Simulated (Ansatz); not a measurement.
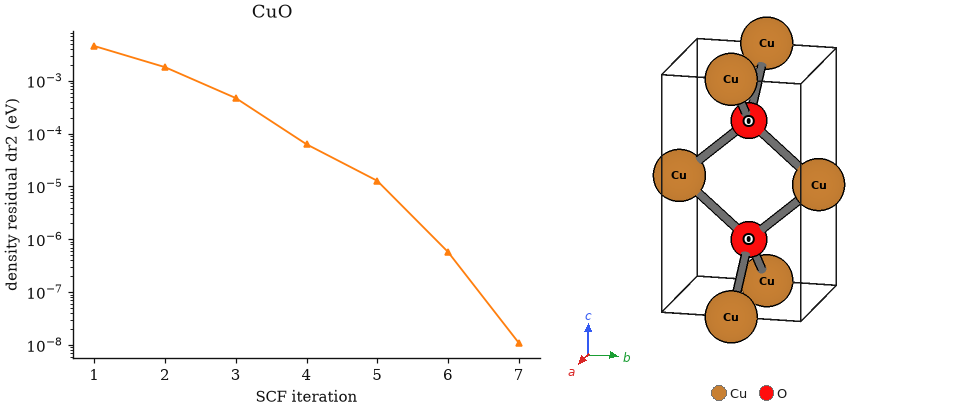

Beside the plot: the structure in its conventional cell.

The plot shows the SCF iterations of a calculation: density residual dr2. The starting density is a sum of atomic densities corrected by a trained network.

CuO (4 atoms in the cell), run with Ansatz.

```
crystal:
  lattice:
    - [2.139517166, -2.1410321684, 0.0]
    - [2.139517166, 2.1410321684, 0.0]
    - [0.0, 0.0, 5.1821623536]
  atoms:
    - { symbol: Cu, position: [0.0, 0.5, 0.0] }
    - { symbol: Cu, position: [0.5, 0.0, 0.5] }
    - { symbol: O, position: [0.5, 0.5, 0.25] }
    - { symbol: O, position: [0.5, 0.5, 0.75] }
basis:
  ecutwfc: 420
kpoints:
  mp_grid: { grid: [14, 14, 8] }
hamiltonian:
  xc: pbe
scf:
  occupations: { method: methfessel_paxton, width: 2.0 }
  max_iter: 50
output:
  forces: true
  eigenvalues: true
  stress: true
```

Launched with:
```bash
ansatz run input.yaml --threads 1 --pin off --max-ram 2560MiB --backend cpu --events-out ev --progress --plain --runs-dir out
```

> Was self-consistency reached?

Converged, in 7 iterations. The residual falls at every step.

> Read the residual at the first and at the last step drawn.

It starts near 5 × 10⁻³ and ends near 10⁻⁸ eV.

> Is anything amiss with this input?

The input holds a fault (a smearing of electronvolts). The SCF closed all the same, which doesn't make the results meaningful for the real system.
